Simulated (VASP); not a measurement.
GaN: geometry relaxation

GaN (2 atoms in the cell), computed with DFT, r2SCAN, plane waves, PAW (VASP 6.6.1).

The structure was built on a prototype by a generator. The geometry comes from this level: PBE.

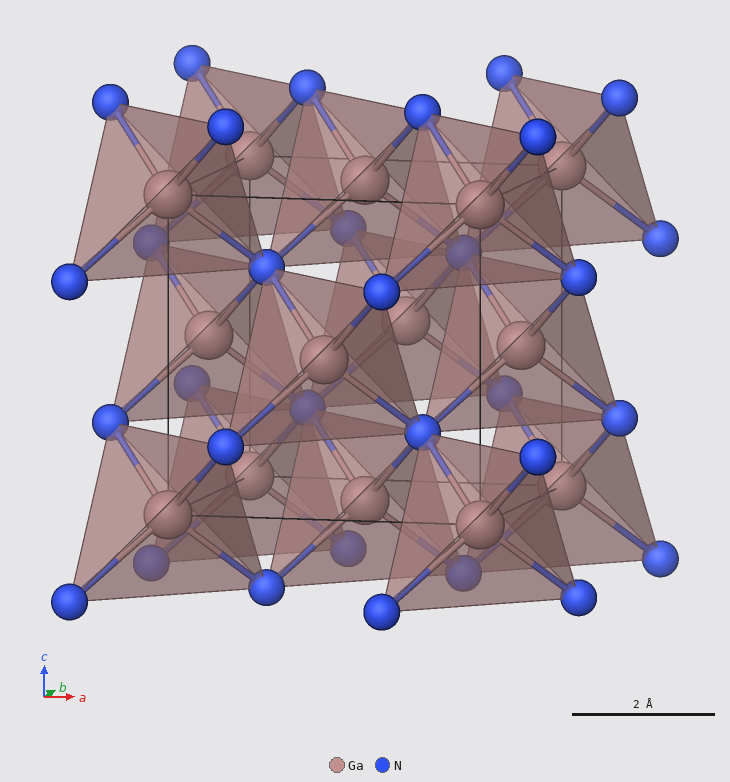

Figure 1. The structure as given in the input (polyhedral view of the cell 4 times as large as that of the calculation, set on its symmetry axes, seen slightly off an axis; polyhedra are completed across the faces of the cell).

INCAR:
```
ENCUT = 600.000000
SIGMA = 0.020000
EDIFF = 1.00e-07
EDIFFG = -5.00e-03
ALGO = Normal
METAGGA = R2SCAN
PREC = Accurate
IBRION = 2
ISIF = 3
ISMEAR = -1
NBANDS = 16
NELM = 120
NSW = 40
LASPH = .TRUE.
LCHARG = .FALSE.
LWAVE = .FALSE.
LREAL = .FALSE.
```

KPOINTS:
```
KPOINTS created by Atomic Simulation Environment
0
Gamma
8 8 8
0 0 0
```

POSCAR:
```
Ga N
 1.0000000000000000
     0.0000000000000000    2.2741788659219644    2.2741788659219644
     2.2741788659219644    0.0000000000000000    2.2741788659219644
     2.2741788659219644    2.2741788659219644    0.0000000000000000
 Ga  N
   1   1
Cartesian
  0.0000000000000000  0.0000000000000000  0.0000000000000000
  1.1370894329609822  1.1370894329609822  1.1370894329609822
```

Machine: 1 CPU thread, shared host.

Launched with:
```bash
mpirun -np 1 vasp_std
```

OSZICAR:
```
N       E                     dE             d eps       ncg     rms          rms(c)
DAV:   1     0.835638674155E+02    0.83564E+02   -0.10287E+04  1000   0.226E+03
DAV:   2    -0.192551414296E+02   -0.10282E+03   -0.95019E+02  1016   0.378E+02
DAV:   3    -0.267176020332E+02   -0.74625E+01   -0.74199E+01  1144   0.815E+01
DAV:   4    -0.268134896831E+02   -0.95888E-01   -0.95870E-01  1152   0.101E+01
DAV:   5    -0.268146670533E+02   -0.11774E-02   -0.11774E-02  1168   0.104E+00    0.718E+00
DAV:   6    -0.218096138895E+02    0.50051E+01   -0.35339E+00  1400   0.411E+01    0.247E+00
DAV:   7    -0.218879148798E+02   -0.78301E-01   -0.44348E-01  1024   0.724E+00    0.172E+00
DAV:   8    -0.218990486503E+02   -0.11134E-01   -0.36526E-02  1200   0.493E+00    0.230E-01
DAV:   9    -0.218977002866E+02    0.13484E-02   -0.12978E-02  1440   0.290E+00    0.147E-01
DAV:  10    -0.218978042467E+02   -0.10396E-03   -0.85564E-04  1040   0.268E-01    0.154E-01
DAV:  11    -0.218978575022E+02   -0.53255E-04   -0.65776E-05  1488   0.207E-01    0.152E-01
DAV:  12    -0.218979418039E+02   -0.84302E-04   -0.15318E-04  1024   0.411E-01    0.148E-01
DAV:  13    -0.218979399510E+02    0.18529E-05   -0.18718E-05  1128   0.940E-02    0.142E-01
DAV:  14    -0.218978950811E+02    0.44870E-04   -0.27227E-05  1280   0.110E-01    0.116E-01
DAV:  15    -0.218978780506E+02    0.17031E-04   -0.14424E-05  1360   0.602E-02    0.100E-01
DAV:  16    -0.218978638042E+02    0.14246E-04   -0.91843E-06  1368   0.510E-02    0.864E-02
DAV:  17    -0.218978370153E+02    0.26789E-04   -0.51137E-05  1224   0.142E-01    0.488E-02
DAV:  18    -0.218978202241E+02    0.16791E-04   -0.58313E-05  1384   0.132E-01    0.130E-02
DAV:  19    -0.218978183698E+02    0.18543E-05   -0.14651E-05  1320   0.480E-02    0.277E-03
DAV:  20    -0.218978188985E+02   -0.52872E-06   -0.89753E-07  1032   0.871E-03    0.262E-03
DAV:  21    -0.218978189501E+02   -0.51593E-07   -0.70280E-09   544   0.901E-04
   1 F= -.21897819E+02 E0= -.21897819E+02  d E =-.218978E+02
```

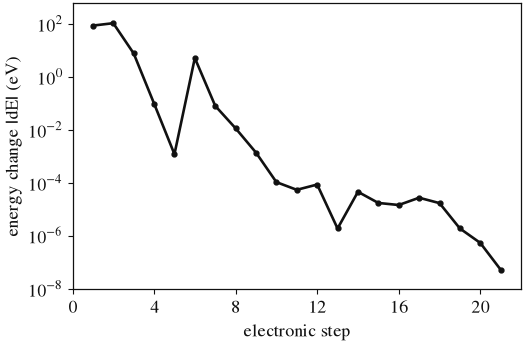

Figure 2. Convergence of the self-consistent field: energy change |dE| against the electronic step. It takes 21 electronic steps. The density is held fixed in the first few steps, and dE rises again when its update begins.

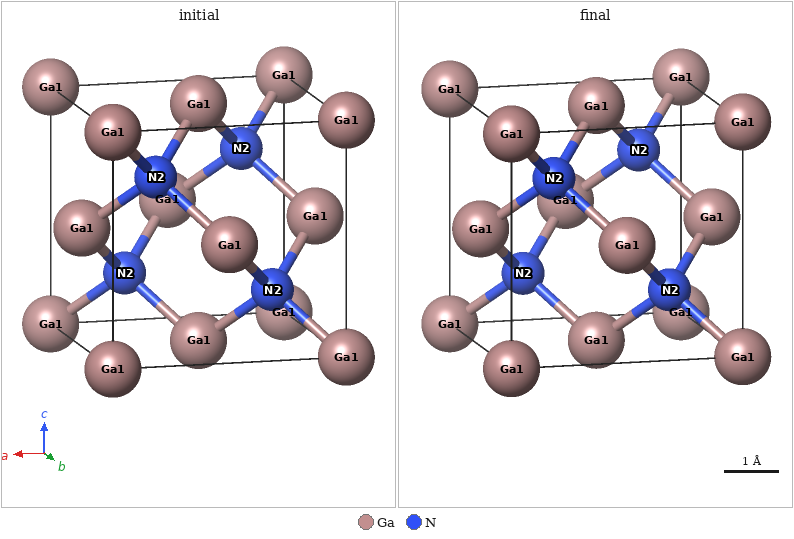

Figure 3. Before (left) and after (right) the relaxation, at one scale (ball-and-stick view of the cell 4 times as large as that of the calculation, set on its symmetry axes, seen at an oblique angle). No atom moves by more than 0.005 Å relative to the cell. The drawn cell changes as follows: a = b = c 4.548 → 4.506 Å (−0.9 %); the volume changes by −2.7 %. Among the contacts that change: Ga1–N2 1.969 → 1.951 Å. The space group stays F-43m (No. 216). (Atoms are counted from 1 in the order of the input.)

Parts of OUTCAR:
```
k-points           NKPTS =     29   k-points in BZ     NKDIM =     29   number of bands    NBANDS=     16

   NELECT =      18.0000    total number of electrons

   dimension x,y,z NGX =    28 NGY =   28 NGZ =   28
   dimension x,y,z NGXF=    56 NGYF=   56 NGZF=   56

  energy-cutoff  :      600.00
  volume of cell :       22.88
      direct lattice vectors                 reciprocal lattice vectors
     0.000000000  2.253205360  2.253205360    -0.221906094  0.221906094  0.221906094
     2.253205360  0.000000000  2.253205360     0.221906094 -0.221906094  0.221906094
     2.253205360  2.253205360  0.000000000     0.221906094  0.221906094 -0.221906094

 k-points in reciprocal lattice and weights: KPOINTS created by Atomic Simulation Env
   0.00000000  0.00000000  0.00000000       0.002
   0.12500000  0.00000000  0.00000000       0.016
   0.25000000  0.00000000  0.00000000       0.016
   0.37500000  0.00000000  0.00000000       0.016
   0.50000000  0.00000000  0.00000000       0.008
   0.12500000  0.12500000  0.00000000       0.012
   0.25000000  0.12500000  0.00000000       0.047
   0.37500000  0.12500000  0.00000000       0.047
   0.50000000  0.12500000  0.00000000       0.047
  -0.37500000  0.12500000  0.00000000       0.047
  -0.25000000  0.12500000  0.00000000       0.047
  -0.12500000  0.12500000  0.00000000       0.023
   0.25000000  0.25000000  0.00000000       0.012
   0.37500000  0.25000000  0.00000000       0.047
   0.50000000  0.25000000  0.00000000       0.047
  -0.37500000  0.25000000  0.00000000       0.047
  -0.25000000  0.25000000  0.00000000       0.023
   0.37500000  0.37500000  0.00000000       0.012
   0.50000000  0.37500000  0.00000000       0.047
  -0.37500000  0.37500000  0.00000000       0.023
   0.50000000  0.50000000  0.00000000       0.006
   0.37500000  0.25000000  0.12500000       0.047
   0.50000000  0.25000000  0.12500000       0.094
  -0.37500000  0.25000000  0.12500000       0.047
   0.50000000  0.37500000  0.12500000       0.047
  -0.37500000  0.37500000  0.12500000       0.094
  -0.25000000  0.37500000  0.12500000       0.047
  -0.37500000  0.50000000  0.12500000       0.023
  -0.25000000  0.50000000  0.25000000       0.012

 E-fermi :   5.4921

 k-point     1 :       0.0000    0.0000    0.0000
  band No.  band energies     occupation
      1     -11.7129      2.00000
      2      -8.8118      2.00000
      3      -8.8118      2.00000
      4      -8.8118      2.00000
      5      -8.4607      2.00000
      6      -8.4607      2.00000
      7       5.0211      2.00000
      8       5.0211      2.00000
      9       5.0211      2.00000
     10       7.1427      0.00000
     11      16.0272      0.00000
     12      16.0272      0.00000
     13      16.0272      0.00000
     14      23.5798      0.00000
     15      24.7487      0.00000
     16      24.7488      0.00000

 k-point     2 :       0.1250    0.0000    0.0000
  band No.  band energies     occupation
      1     -11.5437      2.00000
      2      -8.7903      2.00000
      3      -8.7903      2.00000
      4      -8.7456      2.00000
      5      -8.4622      2.00000
      6      -8.4622      2.00000
      7       3.4887      2.00000
      8       4.8549      2.00000
      9       4.8549      2.00000
     10       8.2997      0.00000
     11      15.3156      0.00000
     12      16.2742      0.00000
     13      16.2743      0.00000
     14      23.0240      0.00000
     15      23.0240      0.00000
     16      23.1417      0.00000

 k-point     3 :       0.2500    0.0000    0.0000
  band No.  band energies     occupation
      1     -11.1548      2.00000
      2      -8.7471      2.00000
      3      -8.7470      2.00000
      4      -8.4561      2.00000
      5      -8.4561      2.00000
      6      -8.4526      2.00000
      7       1.0882      2.00000
      8       4.4861      2.00000
      9       4.4861      2.00000
     10       9.5633      0.00000
     11      14.4940      0.00000
     12      16.4844      0.00000
     13      16.4844      0.00000
     14      21.8443      0.00000
     15      22.6526      0.00000
     16      22.6526      0.00000

 k-point     4 :       0.3750    0.0000    0.0000
  band No.  band energies     occupation
      1     -10.8339      2.00000
      2      -8.7205      2.00000
      3      -8.7205      2.00000
      4      -8.4315      2.00000
      5      -8.4315      2.00000
      6      -7.8100      2.00000
      7      -1.1110      2.00000
      8       4.1531      2.00000
      9       4.1531      2.00000
     10      10.1004      0.00000
     11      14.3814      0.00000
     12      16.2118      0.00000
     13      16.2118      0.00000
     14      21.4378      0.00000
     15      24.2022      0.00000
     16      24.2022      0.00000

 k-point     5 :       0.5000    0.0000    0.0000
  band No.  band energies     occupation
      1     -10.7309      2.00000
      2      -8.7149      2.00000
      3      -8.7149      2.00000
      4      -8.4155      2.00000
      5      -8.4155      2.00000
      6      -7.3333      2.00000
      7      -2.1371      2.00000
      8       4.0236      2.00000
      9       4.0236      2.00000
     10      10.1859      0.00000
     11      14.4635      0.00000
     12      16.0217      0.00000
     13      16.0217      0.00000
     14      21.5235      0.00000
     15      25.7537      0.00000
     16      25.7537      0.00000

 [... the levels of 23 k-points are left out ...]

 k-point    29 :      -0.2500    0.5000    0.2500
  band No.  band energies     occupation
      1     -10.5274      2.00000
      2      -8.6395      2.00000
      3      -8.6219      2.00000
      4      -8.4640      2.00000
      5      -8.4491      2.00000
      6      -6.6724      2.00000
      7      -0.7470      2.00000
      8       1.2282      2.00000
      9       1.3231      2.00000
     10      11.7456      0.00000
     11      14.1259      0.00000
     12      15.9702      0.00000
     13      16.8980      0.00000
     14      21.2402      0.00000
     15      25.3256      0.00000
     16      29.9036      0.00000

  Total        0.0074543      0.0074543      0.0074543     -0.0000000      0.0000000     -0.0000000
  in kB        0.5220182      0.5220182      0.5220182     -0.0000000      0.0000000     -0.0000000
  external PRESSURE =       0.5220182 kB  Pullay stress =       0.0000000 kB

 POSITION                                       TOTAL-FORCE (eV/Angst)
 -----------------------------------------------------------------------------------
      0.00000      0.00000      0.00000         0.000000      0.000000      0.000000
      1.12660      1.12660      1.12660        -0.000000     -0.000000     -0.000000
 -----------------------------------------------------------------------------------
    total drift:                                0.000018      0.000018      0.000018

  FREE ENERGIE OF THE ION-ELECTRON SYSTEM (eV)
  ---------------------------------------------------
  free  energy   TOTEN  =       -21.8978189501 eV

  energy  without entropy=      -21.8978189501  energy(sigma->0) =      -21.89781895
```

CONTCAR:
```
Ga N
   1.00000000000000
     0.0000000000000000    2.2532053595821337    2.2532053595821337
     2.2532053595821337    0.0000000000000000    2.2532053595821337
     2.2532053595821337    2.2532053595821337    0.0000000000000000
  Ga              N
     1     1
Direct
     0.0000000000000000    0.0000000000000000    0.0000000000000000
     0.2500000000000000    0.2500000000000000    0.2500000000000000

  0.00000000E+00  0.00000000E+00  0.00000000E+00
  0.00000000E+00  0.00000000E+00  0.00000000E+00
```

Results in brief:

- outcome: converged
- space group (tolerance 0.01 Å): F-43m (216)
- electrons treated: 18
- free energy: −21.8978 eV
- Fermi energy: 5.492 eV
- pressure: 0.05 GPa
- final volume: 22.88 Å³
- largest force (length of the vector) at the end: under 0.001 eV/Å
- final cell: a = 3.187 Å, b = 3.187 Å, c = 3.187 Å, α = 60.00°, β = 60.00°, γ = 60.00°
- wall time: 47 s
- peak memory: 0.17 GiB
